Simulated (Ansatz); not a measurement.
The calculation's input:

```
crystal:
  lattice:
    - [3.34435132, 0.0, 0.0]
    - [0.0, 3.34435132, 0.0]
    - [0.0, 0.0, 3.34435132]
  atoms:
    - { symbol: K, position: [0.0, 0.0, 0.0] }
    - { symbol: F, position: [0.5, 0.5, 0.5] }
kpoints:
  mp_grid: { grid: [6, 6, 6] }
hamiltonian:
  xc: pbesol
scf:
  occupations: { method: fermi_dirac, width: 0.03 }
relax:
  f_tol: 0.01
  cell: {}
  max_steps: 120
output:
  write_density: true
  write_potential: true
  elf: true
  volumetric_format: npy
```

Launched as:

```sh
ansatz run input.yaml --threads 2 --pin off --max-ram 20275MiB --backend cpu --events-out ev --progress --plain --runs-dir out
```

Below, planes, directions and counts refer to the conventional cell (a = 3.18 Å, b = 3.18 Å, c = 3.18 Å, α = 90.00°, β = 90.00°, γ = 90.00°).

The fields are those of the relaxed geometry.

Space group Pm-3m; a structure from a database of computed crystals, not necessarily the ambient phase; started from the CsCl-221 prototype, which need not be the ambient phase.

Theory: DFT, PBEsol, plane waves, PAW in Ansatz.

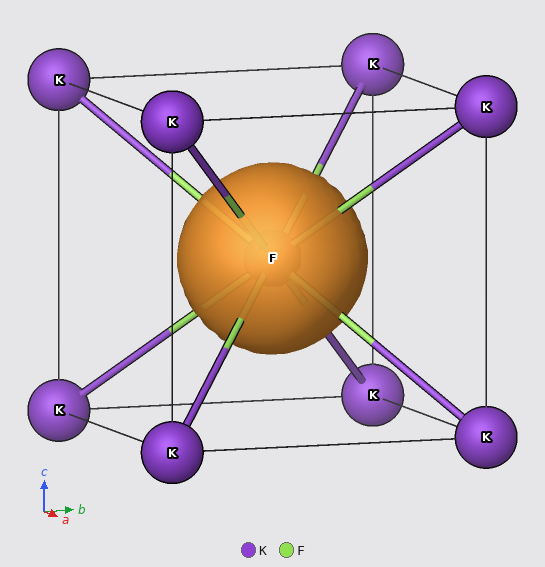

KF. Isosurface of the electron localisation function at 0.65 (orange), seen slightly off an axis. Only the valence region is drawn (cores and ρ < 0.01 e/Å³ removed). Sticks mark near contacts.

In a PAW calculation such maps are meaningful between the atoms, not at the nuclei.

Question: What do the ELF domains correspond to?

Answer: The ELF exceeds this value in one region wrapped around F (its valence shell), counted in one cell of 2 atoms. Regions shared between cells count once.

Values along the shortest contacts:
K–F (2.75 Å): the ELF is about 0.05 at the midpoint: a closed-shell, largely ionic contact.

Question: Does the calculation make it a metal, or give it a gap?

Answer: It is gapped, with a Kohn–Sham gap of 6.7 eV on the k-point mesh, an upper bound to the gap of this method.
